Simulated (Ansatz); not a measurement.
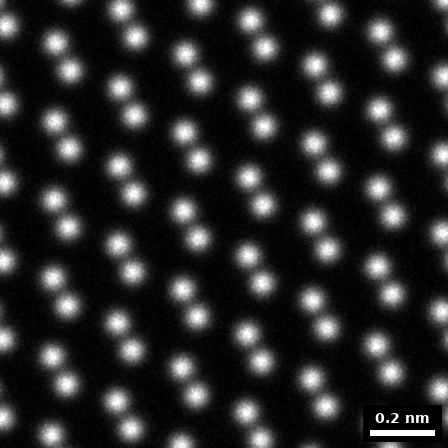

Dark-field STEM-like image of Ni. The image is simulated as a sum over atoms of Z^1.7, blurred by a 0.57 Å probe (no channelling). The probe carries 15 % of its weight in a tail 2.5 times as wide. Shot noise was added.

Give the net of the columns and its spacings.

The pattern repeats on a centred rectangular net of 2.3 × 4.3 Å.

What is the plane group of the image?

c2mm: perpendicular mirror lines on a centred net, with further twofold points between them.

How many columns does the smallest repeating cell hold, and how many levels of brightness?

2 columns in the primitive cell of 5.0 Å², all of one brightness.

The crystal is Ni (C2/c, No. 15) seen along [101]. Model: a calculation's starting geometry; the starting structure was generated, so it need not be a known form of this composition.
